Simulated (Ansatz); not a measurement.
Input file:

```
crystal:
  lattice:
    - [-4.8271903414, -4.8271903414, 0.0]
    - [4.8271903414, -4.8271903414, 0.0]
    - [0.0, 4.8271903414, 6.4763045005]
  atoms:
    - { symbol: Sn, position: [0.1127772478, 0.6046359913, 0.2449413662] }
    - { symbol: Sn, position: [0.3550755572, 0.8771529086, 0.7442242566] }
    - { symbol: Sn, position: [0.6127483559, 0.1197267992, 0.2449942359] }
    - { symbol: Sn, position: [0.8706214895, 0.3778735875, 0.7457035087] }
    - { symbol: Sn, position: [-0.025919591, 0.0034085042, -0.0213026402] }
    - { symbol: Sn, position: [0.2515566501, 0.2698107448, 0.5112363438] }
    - { symbol: Sn, position: [0.493392129, 0.4940568536, -0.0007434567] }
    - { symbol: Sn, position: [0.7321654933, 0.7396770578, 0.4905897257] }
    - { symbol: O, position: [0.1125811934, 0.3024805444, 0.2449034942] }
    - { symbol: O, position: [0.3677021461, 0.577145989, 0.7598664194] }
    - { symbol: O, position: [0.6099089505, 0.8087691538, 0.2431838387], spin: 0.2 }
    - { symbol: O, position: [0.8575620699, 0.0621766795, 0.730009999] }
    - { symbol: O, position: [0.2353736699, 0.9481772678, 0.3200361852], spin: 0.2 }
    - { symbol: O, position: [0.3554119781, 0.1830871966, 0.7479136433] }
    - { symbol: O, position: [0.6129751389, 0.4256129194, 0.244908173] }
    - { symbol: O, position: [0.8703976642, 0.680168876, 0.741987073] }
    - { symbol: O, position: [0.1841950506, 0.4942916566, -0.0002098587] }
    - { symbol: O, position: [0.432619044, 0.7168410013, 0.5007118958] }
    - { symbol: O, position: [0.6668477526, 0.0091998936, -0.0173090972], spin: 0.2 }
    - { symbol: O, position: [0.9369128472, 0.2477057056, 0.4929926656] }
    - { symbol: O, position: [0.7941408196, 0.460386305, -0.0082343256], spin: 0.2 }
    - { symbol: O, position: [0.0414561851, 0.7396868353, 0.4901436014] }
    - { symbol: O, position: [0.28872768, -0.0001220865, -0.0030957397] }
    - { symbol: O, position: [0.5566764264, 0.2676129687, 0.5027487557] }
    - { symbol: O, position: [0.9970847909, 0.8735429954, 0.1732121649], spin: 0.2 }
  host:
    lattice:
      - [4.8271903414, 0.0, 0.0]
      - [0.0, 4.8271903414, 0.0]
      - [0.0, 0.0, 3.2381522502]
    atoms:
      - { symbol: Sn, position: [0.5, 0.5, 0.5] }
      - { symbol: Sn, position: [0.0, 0.0, 0.0] }
      - { symbol: O, position: [0.1934234768, 0.8065765232, 0.5] }
      - { symbol: O, position: [0.8065765232, 0.1934234768, 0.5] }
      - { symbol: O, position: [0.3065765232, 0.3065765232, 0.0] }
      - { symbol: O, position: [0.6934234768, 0.6934234768, 0.0] }
total_charge: -1
basis:
  ecutwfc: 420
  xc_grid: 2
kpoints:
  mp_grid: { grid: [3, 3, 3], shift: [0.0, 0.0, 0.0] }
hamiltonian:
  xc: pbe
scf:
  occupations: { method: gaussian, width: 0.01 }
output:
  forces: true
  stress: false
  eigenvalues: true
  populations: true
  charged_corrections:
    defect_position: [0.8125, 0.8125, 0.125]
    epsilon: [[14.0248, 0.0, 0.0], [0.0, 14.0248, 0.0], [0.0, 0.0, 10.8937]]
  write_density: true
  write_potential: true
  elf: true
  volumetric_format: npy
magnetization:
  spin_polarized: true
relax:
  adjacent_minimum: "off"
  f_tol: 0.025
  max_steps: 45
```

Run with:

```sh
ansatz run input.yaml --threads 4 --pin off --max-ram 10240MiB --backend cpu --events-out ev --progress --plain --runs-dir out
```

The fields are those of the run's last geometry, not of the input's.

The program warned that a starting moment wasn't kept; spin-polarised, but the moments vanished.

All numbers below come from Ansatz 0.2.0, DFT PBE, scalar-relativistic, plane waves, PAW.

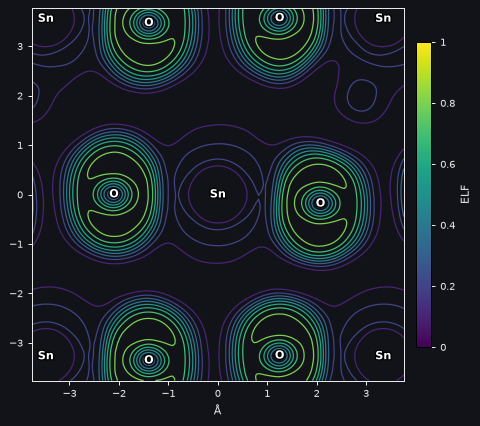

Sn8O17 (cell charge −1, with a compensating background) (cell with a defect). ELF on the (001) plane of the calculation cell.

Describe what can be read from this map.

Answer. The section cuts through Sn and O sites. Sn–O (2.09 Å): the ELF peaks at about 0.80 in the valence shell of O, 0.6 Å from its nucleus, and is about 0.25 at the midpoint (no localised pair shows between them). The ELF also peaks beside O, away from the bonds: lone-pair regions.
